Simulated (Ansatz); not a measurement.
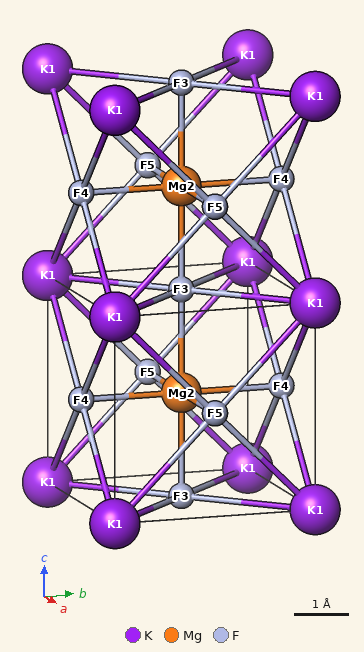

Reference structure: solid KMgF₃ (built on the cubic perovskite type) at its r2SCAN-relaxed geometry. Style: ball-and-stick. Shown: the cell of the calculation, repeated 1 × 1 × 2 with one cell outlined, slightly off an axis.

All numbers below come from Ansatz 0.2.0, DFT, r2SCAN, plane waves, PAW. Settings: plane-wave cutoff 500 eV; k-point mesh 6 × 6 × 6; occupations fixed; no spin polarisation.

Change: The cell is strained by +0.5 % along [1 1 0], −0.5 % along [1 −1 0], none along the third axis (volume 0.0 %). The atoms were relaxed with r2SCAN under that strain, and this is a single point on that geometry.

Input
```yaml
crystal:
  lattice:
    - [3.9802385405, 0.0199011927, 0.0]
    - [0.0199011927, 3.9802385405, 0.0]
    - [0.0, 0.0, 3.9802385405]
  atoms:
    - { symbol: K, position: [0.0, 0.0, 0.0] }
    - { symbol: Mg, position: [0.5, 0.5, 0.5] }
    - { symbol: F, position: [0.5, 0.5, 0.0] }
    - { symbol: F, position: [0.5, 0.0, 0.5] }
    - { symbol: F, position: [0.0, 0.5, 0.5] }
kpoints:
  mp_grid: { grid: [6, 6, 6] }
  band_path:
    path: [[0.0, 0.0, 0.0], [0.0, 0.5, 0.0], [0.5, 0.5, 0.0], [0.5, 0.5, 0.5]]
    npoints: 1
hamiltonian:
  xc: r2scan
scf:
  occupations: { method: fixed }
  n_extra_bands: 5
output:
  forces: true
  stress: true
  eigenvalues: true
```

Run as
```bash
ansatz run input.yaml --threads 2 --pin off --max-ram 2211MiB --backend cpu --events-out ev --progress --plain --runs-dir out
```

### Predict the response.

Among the bonded contacts that change: F–K 2.814 → 2.800 to 2.829 Å. The space group (tolerance 0.01 Å) goes from Pm-3m (No. 221) to Cmmm (No. 65). The energy changes by less than 1 meV per atom. The pressure goes from 0.0 to 0.0 GPa. The principal stresses (compression positive) are 0.5 GPa along [1 −1 0], −0.5 GPa along [1 1 0], none along the third axis. All forces vanish by symmetry. The band gap stays at 8.30 eV.
